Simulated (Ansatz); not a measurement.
# Single-point calculation, with input and output: MgF$_{2}$

- system: MgF$_{2}$ (P4₂/mnm, 6 atoms in the cell)
- method: DFT, r2SCAN, PAW with Ansatz's default frozen-core files, scalar-relativistic, no spin polarisation (Ansatz 0.2.0)

It belongs to a series of runs on one base structure; here: volume scaled by 0.94, PAW files. Figures and captions count atoms from 1; the log counts them from 0 in places.

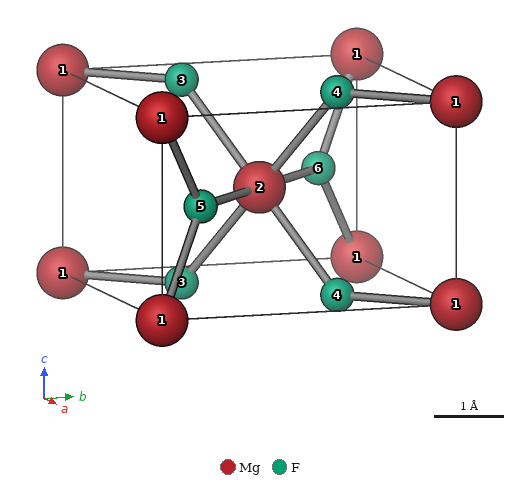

The structure as given in the input (ball-and-stick view of the cell of the calculation, seen slightly off an axis; atoms are numbered from 1 in the order of the input). An atom can appear more than once, as a periodic image. Near neighbours in the periodic cell (some may lie outside the picture): Mg has 6 F at 1.93 to 1.96 Å; F has 3 Mg at 1.93 to 1.96 Å.

**The input**
```yaml
crystal:
  lattice:
    - [4.5211395263, 0.0, 0.0]
    - [0.0, 4.5211395263, 0.0]
    - [0.0, 0.0, 2.9927085172]
  atoms:
    - { symbol: Mg, position: [0.0, 0.0, 0.0] }
    - { symbol: Mg, position: [0.5, 0.5, 0.5] }
    - { symbol: F, position: [0.3020220123, 0.3020220123, 0.0] }
    - { symbol: F, position: [0.6979779877, 0.6979779877, 0.0] }
    - { symbol: F, position: [0.8020220123, 0.1979779877, 0.5] }
    - { symbol: F, position: [0.1979779877, 0.8020220123, 0.5] }
kpoints:
  mp_grid: { grid: [7, 7, 10] }
scf:
  occupations: { method: fermi_dirac, width: 0.1 }
hamiltonian:
  xc: r2scan
  pseudopotentials: { kind: paw }
output:
  forces: true
  stress: true
  eigenvalues: true
  populations: true
  write_density: true
  write_potential: true
  elf: true
  volumetric_format: npy
```

Run as:
```bash
ansatz run input.yaml --threads 2 --pin off --max-ram 5120MiB --backend cpu --events-out ev --progress --plain --runs-dir out
```

**Output**
```
Engine: ansatz 0.2.0, aarch64-unknown-linux-gnu
Pseudopotentials: kind: paw
Pseudopotential: Mg, paw, valence charge 10, recommended cutoff 500 eV (meta_gga), Mg.paw.azcp
Pseudopotential: F, paw, valence charge 7, recommended cutoff 500 eV (meta_gga), F.paw.azcp
Functional definition: r2SCAN
  parameter k0 = 0.174
  parameter k1 = 0.065
  parameter a1 = 4.9479
  exchange = r2scan_x(k0 = k0, k1 = k1, a1 = a1)
  correlation = r2scan_c
Crystal: 6 atoms, lattice volume = 61.173 Å³
Basis set: ecut = 500 eV, 1567 PW (Γ), exchange–correlation on 144×144×96 points (64 copies of the dense FFT grid, shifted against one another)
Bands: 30, of which v1, the nominal top of the filled ones, is band 24 counted from 1 (23 counted from 0)
Symmetry: 16 space group operations
Space group: P42/mnm (ITA 136), of the structure as read, at distance tolerance 3.9e-5 Å
k-points: 60 of 490
Non-local potential: Mg, projectors of the file, l = 0: 3, l = 1: 2, l = 2: 1
Non-local potential: F, projectors of the file, l = 0: 2, l = 1: 2, l = 2: 1
PAW form: soft (Blöchl's): semilocal exchange-correlation on the pseudo side does not see the compensation charge
PAW frozen core: Mg, regenerated for the run's functional (the file was generated under x = pbe(κ = 0.804, μ = 0.2195149727645171), c = pbe(β = 0.06672455060314922))
PAW frozen core: F, regenerated for the run's functional (the file was generated under x = pbe(κ = 0.804, μ = 0.2195149727645171), c = pbe(β = 0.06672455060314922))
PAW one-centre angular grid: Mg, 302 points (default); XC on 224 Gauss nodes
PAW one-centre angular grid: F, 302 points (default); XC on 160 Gauss nodes
Initial density: superposition of atomic densities (neutral atoms: chi_scale 0, normalization atom), corrected by the library's trained network
Initial wavefunctions: pseudopotential atomic-orbital guess
Functional: x = r2scan, c = r2scan; τ floored in thin density (d = 2e-4 eV/Å³)
SCF iter   1: F=—  HF=-7103.028637 eV  |F-HF|=—  |Δ(HF+E_count)|=         —  Δρ=8.79e-3  dr2=2.90e-2  dr2_τ=1.59e-1  ethr=1.77e-3  ⟨swp⟩=5.6  Hψ=8333  notcnv=0  defer=6
preconditioner: auto → Resta (q_TF=auto, 2.620 Å⁻¹)  ε∞=2.5  [insulator: Δε(μ)=8.665 eV  Ē_g=21.967 eV  σ=0.100 eV  W_gap=1.00  n_scr=18 (ndim 8)  ℏωp=26.9 eV  f_vac=0.074  D(μ)=0.00/eV (n_scr^D=0)  ε∞_Penn≈2.5]
SCF iter   2: F=—  HF=-7103.161321 eV  |F-HF|=—  |Δ(HF+E_count)|=   1.33e-1  Δρ=4.08e-3  dr2=4.35e-3  dr2_τ=8.01e-4  ethr=6.05e-5  ⟨swp⟩=2.0  Hψ=3901  notcnv=0  defer=98
SCF iter   3: F=—  HF=-7103.161536 eV  |F-HF|=—  |Δ(HF+E_count)|=   2.15e-4  Δρ=1.14e-3  dr2=4.67e-4  dr2_τ=6.29e-5  ethr=9.06e-6  ⟨swp⟩=2.0  Hψ=2519  notcnv=0  defer=98
SCF iter   4: F=—  HF=-7103.161501 eV  |F-HF|=—  |Δ(HF+E_count)|=   3.55e-5  Δρ=2.95e-4  dr2=1.92e-5  dr2_τ=4.13e-6  ethr=9.74e-7  ⟨swp⟩=2.2  Hψ=2340  notcnv=0  defer=98
SCF iter   5: F=—  HF=-7103.161502 eV  |F-HF|=—  |Δ(HF+E_count)|=   7.44e-7  Δρ=5.07e-5  dr2=7.23e-7  dr2_τ=2.89e-7  ethr=4.01e-8  ⟨swp⟩=2.0  Hψ=2488  notcnv=0  defer=98
SCF iter   6: F=-7103.161502 eV  HF=-7103.161502 eV  |F-HF|=1.69e-8  |Δ(HF+E_count)|=   7.23e-7  Δρ=8.00e-6  dr2=1.22e-8  dr2_τ=6.83e-9  ethr=2.08e-10  ⟨swp⟩=13.6  Hψ=13805  notcnv=0
SCF 1 converged in 6 iterations: F = -7103.161502 eV  dr2 = 1.22e-8
  greatest PAW one-centre occupation: 1.000 electrons in one spin orbital (limit 2), on the Mg atom at site 0 (counted from 0), in its partial waves of l = 0
```

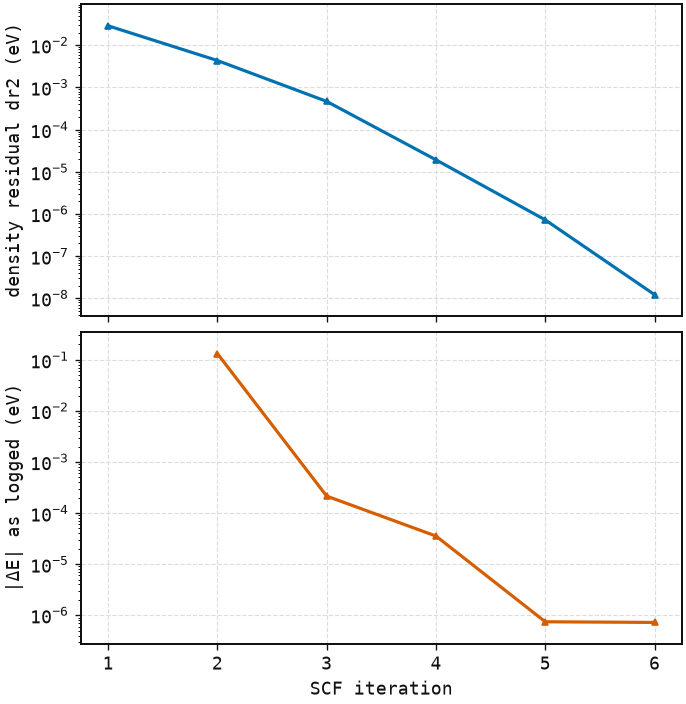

Convergence of the self-consistent field: density residual dr2 and size of the energy change against the SCF iteration. The residual falls at every step.

```
SCF converged after 6 iterations
Free energy (F): -7103.161502 eV
Harris-Foulkes:  -7103.161502 eV  (|F-HF|=1.69e-8)
Internal energy: -7103.161502 eV  (E = F + TS)
E sigma→0 (E₀):  -7103.161502 eV
Fermi energy:    6.825148 eV
--- Per-component energies (eV) ---
  E_band       = -845.535002
  E_kinetic    = 996.501537
  E_local      = -5198.608402  (includes V_loc(G=0)·N_el)
  E_nonlocal   = 482.443768
  E_hartree    = 1874.951188
  E_xc         = -376.461739
  E_vxc        = -551.089491  (∫ρ·V_xc dr)
  E_paw        = -1405.608483  (= ΣΔE_a)
  E_vpaw       = -364.470874  (= ΣTr[D̂ρ^β])
  E_aug_tail   = 0.004366  (compensation charges beyond the density's cutoff)
  E_vtau       = 39.781791  (kinetic-family band-sum trace: ∫τ·v_τ [+ j·A + Jᵃ·Aᵃ] dr)
  E_ewald      = -3476.205753
  E_core_change = -0.177982  (= ΣΔE_core)
  E_smearing   = -0.000000  (= −TS)
  E_closure    = -0.000000  (closes the sum)
  Σ components = -7103.161502   (vs F -7103.161502, Δ=0.00e0)
--- Forces (eV/Å), atoms counted from 1 ---
  atom   1  Mg     0.00000000    -0.00000000     0.00000000
  atom   2  Mg     0.00000000    -0.00000000     0.00000000
  atom   3  F      0.00055053     0.00055053     0.00000000
  atom   4  F     -0.00055053    -0.00055053     0.00000000
  atom   5  F      0.00055053    -0.00055053     0.00000000
  atom   6  F     -0.00055053     0.00055053     0.00000000
  max |Σ_I F_I| component: 2.17e-19 eV/Å
--- Stress (GPa, compression-positive) ---
        7.410398       0.000000       0.000000
        0.000000       7.410398       0.000000
        0.000000       0.000000       7.433639
  P = ⅓ Tr σ = 7.4181 GPa (74.181 kbar)
--- Band table (eV; the first three rows and the last of 60) ---
  k-point 0: bands = ["-70.5022", "-70.5008", "-35.6495", "-35.6495", "-35.6140", "-35.6140", "-35.6107", "-35.6055", "-19.6738", "-18.7307", "-18.7307", "-18.6627", "-1.8434", "-0.3525", "0.2099", "0.2099", "0.4065", "0.4536", "1.1245", "1.1245", "1.7060", "2.1043", "2.1043", "2.4301", "10.9445", "16.1763", "16.1763", "17.6093", "18.3890", "20.1096"]
  k-point 1: bands = ["-70.5019", "-70.5006", "-35.6477", "-35.6477", "-35.6162", "-35.6139", "-35.6139", "-35.6113", "-19.6309", "-18.7252", "-18.7252", "-18.6665", "-1.7754", "-0.2785", "0.2421", "0.2421", "0.3032", "0.4178", "1.0323", "1.0323", "1.5071", "2.0662", "2.0662", "2.3746", "11.2571", "16.4209", "16.4209", "17.7718", "18.4023", "20.2550"]
  k-point 2: bands = ["-70.5010", "-70.5000", "-35.6430", "-35.6430", "-35.6306", "-35.6266", "-35.6139", "-35.6139", "-19.5109", "-18.7108", "-18.7108", "-18.6839", "-1.5829", "-0.0640", "0.0548", "0.3001", "0.3145", "0.3145", "0.8226", "0.8226", "1.0226", "1.9559", "1.9559", "2.2078", "12.0923", "17.0735", "17.0735", "18.0240", "18.4537", "20.3972"]
  k-point 59: bands = ["-70.4986", "-70.4986", "-35.6677", "-35.6672", "-35.6284", "-35.6283", "-35.6166", "-35.6160", "-18.9046", "-18.8959", "-18.7305", "-18.7214", "-1.5118", "-1.4785", "-0.8160", "-0.8080", "0.6866", "0.8895", "0.9787", "1.1378", "1.7148", "1.7304", "1.9068", "1.9104", "16.9260", "17.1989", "17.5320", "17.9693", "18.6805", "18.9021"]
--- Löwdin populations: 6 sites ---
  site symbol       q [e]
     0     Mg      8.3246
     1     Mg      8.3246
     2      F      7.7930
     3      F      7.7930
     4      F      7.7930
     5      F      7.7930
  spilling = 0.003728 (of n_electrons = 48.000000)
```

**File populations.tsv**
```
# site	symbol	l	j	q
# orbitals = lowdin
# n_electrons = 48.000000
# spilling = 0.003728
0	Mg	0_2S	-	1.997579
0	Mg	0_3S	-	0.327286
0	Mg	1_2P	-	5.999705
1	Mg	0_2S	-	1.997579
1	Mg	0_3S	-	0.327286
1	Mg	1_2P	-	5.999705
2	F	0_2S	-	1.921973
2	F	1_2P	-	5.871010
3	F	0_2S	-	1.921973
3	F	1_2P	-	5.871010
4	F	0_2S	-	1.921973
4	F	1_2P	-	5.871010
5	F	0_2S	-	1.921973
5	F	1_2P	-	5.871010
```

**File rho_z.tsv**
```
# z_ang	rho[e/angstrom^3]
# format = ansatz-planar-average/11
# lattice	4.521139526	0.000000000	0.000000000
# lattice	0.000000000	4.521139526	0.000000000
# lattice	0.000000000	0.000000000	2.992708517
# sites	6
# site	12	0.000000000	0.000000000	0.000000000
# site	12	2.260569763	2.260569763	1.496354259
# site	9	1.365483658	1.365483658	0.000000000
# site	9	3.155655869	3.155655869	0.000000000
# site	9	3.626053421	0.895086106	1.496354259
# site	9	0.895086106	3.626053421	1.496354259
0.000000	1.527482e0
0.124696	1.392259e0
0.249392	1.058640e0
0.374089	6.876614e-1
0.498785	4.139025e-1
0.623481	2.740572e-1
0.748177	2.353884e-1
0.872873	2.740572e-1
0.997570	4.139025e-1
1.122266	6.876614e-1
1.246962	1.058640e0
1.371658	1.392259e0
1.496354	1.527482e0
1.621050	1.392259e0
1.745747	1.058640e0
1.870443	6.876614e-1
1.995139	4.139025e-1
2.119835	2.740572e-1
2.244531	2.353884e-1
2.369228	2.740572e-1
2.493924	4.139025e-1
2.618620	6.876614e-1
2.743316	1.058640e0
2.868012	1.392259e0
```

**File v_z.tsv**
```
# z_ang	v_es[eV]	v_tot[eV]
# format = ansatz-planar-average/11
# xc	r2scan
# density_cutoff_ev	2000
# datasets	Mg=:simpson_from_first_knot:soft:shift=0	F=:simpson_from_first_knot:soft:shift=0
# lattice	4.521139526	0.000000000	0.000000000
# lattice	0.000000000	4.521139526	0.000000000
# lattice	0.000000000	0.000000000	2.992708517
# sites	6
# site	12	0.000000000	0.000000000	0.000000000
# site	12	2.260569763	2.260569763	1.496354259
# site	9	1.365483658	1.365483658	0.000000000
# site	9	3.155655869	3.155655869	0.000000000
# site	9	3.626053421	0.895086106	1.496354259
# site	9	0.895086106	3.626053421	1.496354259
0.000000	-1.256749e0	-1.262249e1
0.124696	-8.185253e-1	-1.210546e1
0.249392	4.714998e-1	-1.043661e1
0.374089	2.374999e0	-7.851046e0
0.498785	4.458322e0	-5.084338e0
0.623481	6.266698e0	-2.798690e0
0.748177	7.067475e0	-1.821984e0
0.872873	6.266698e0	-2.798690e0
0.997570	4.458322e0	-5.084338e0
1.122266	2.374999e0	-7.851046e0
1.246962	4.714998e-1	-1.043661e1
1.371658	-8.185253e-1	-1.210546e1
1.496354	-1.256749e0	-1.262249e1
1.621050	-8.185253e-1	-1.210546e1
1.745747	4.714998e-1	-1.043661e1
1.870443	2.374999e0	-7.851046e0
1.995139	4.458322e0	-5.084338e0
2.119835	6.266698e0	-2.798690e0
2.244531	7.067475e0	-1.821984e0
2.369228	6.266698e0	-2.798690e0
2.493924	4.458322e0	-5.084338e0
2.618620	2.374999e0	-7.851046e0
2.743316	4.714998e-1	-1.043661e1
2.868012	-8.185253e-1	-1.210546e1
```

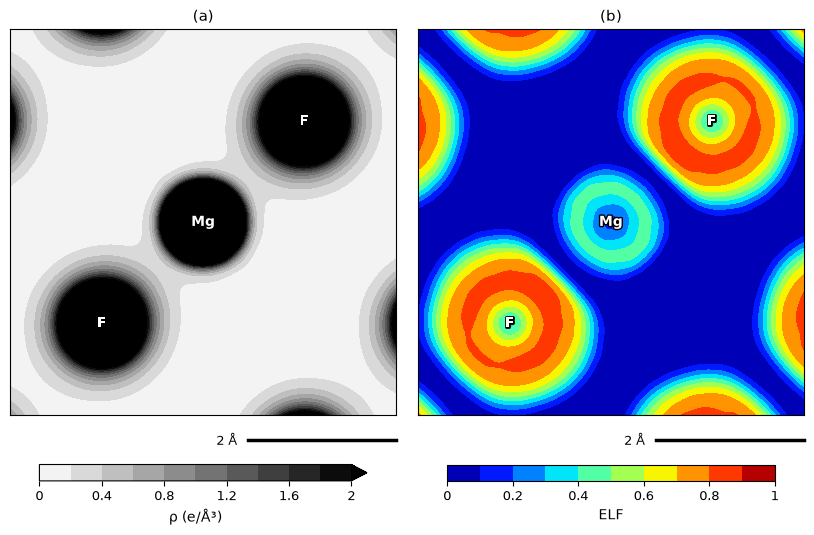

(a) valence electron density; (b) electron localisation function on the (001) plane of the conventional cell. The section cuts through Mg and F sites. Mg–F (1.93 Å): ρ at the midpoint is about 0.4 e/Å³; the ELF is about 0.20 at the midpoint. Away from the nuclei the density in this plane falls to 0.03 e/Å³ at its lowest. Core electrons are frozen (PAW), so the fields are smoothed inside the atomic spheres.

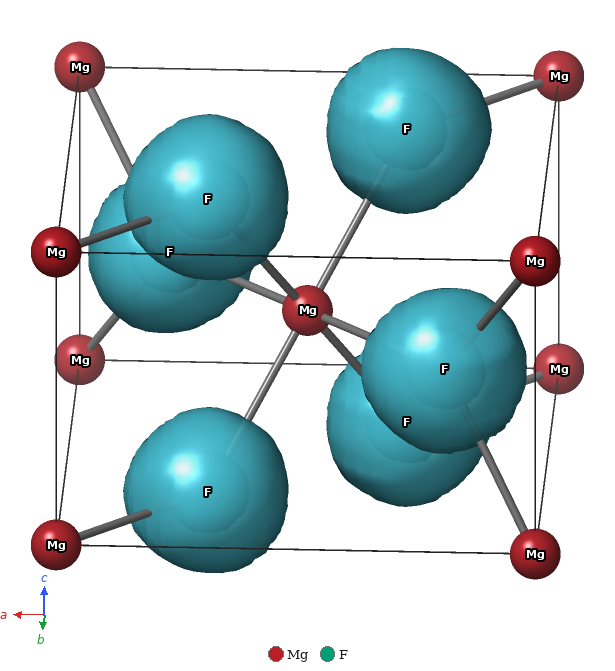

Isosurface of the ELF at 0.75 (cyan), seen at an oblique angle. Core shells and regions of very low density are left out. Sticks mark near contacts. The outline is the cell set on symmetry axes. Values along the shortest contacts: Mg–F (1.93 Å): the ELF is about 0.20 at the midpoint.

**Key numbers**

- outcome: converged
- space group (tolerance 0.01 Å): P4₂/mnm (136)
- electrons treated: 48
- free energy: −7103.1615 eV
- Fermi energy: 6.825 eV
- gap on the k-point mesh: 8.51 eV
- pressure: 7.42 GPa
- largest force (length of the vector): 0.001 eV/Å
- hardware: 2 threads of Arm Neoverse V1, 24 GiB of memory available, shared host
- wall time: 9.9 s (CPU time 19 s)
- peak memory: 0.51 GiB

The cell is under a pressure of 7.4 GPa at this level, so it is not at its equilibrium volume.
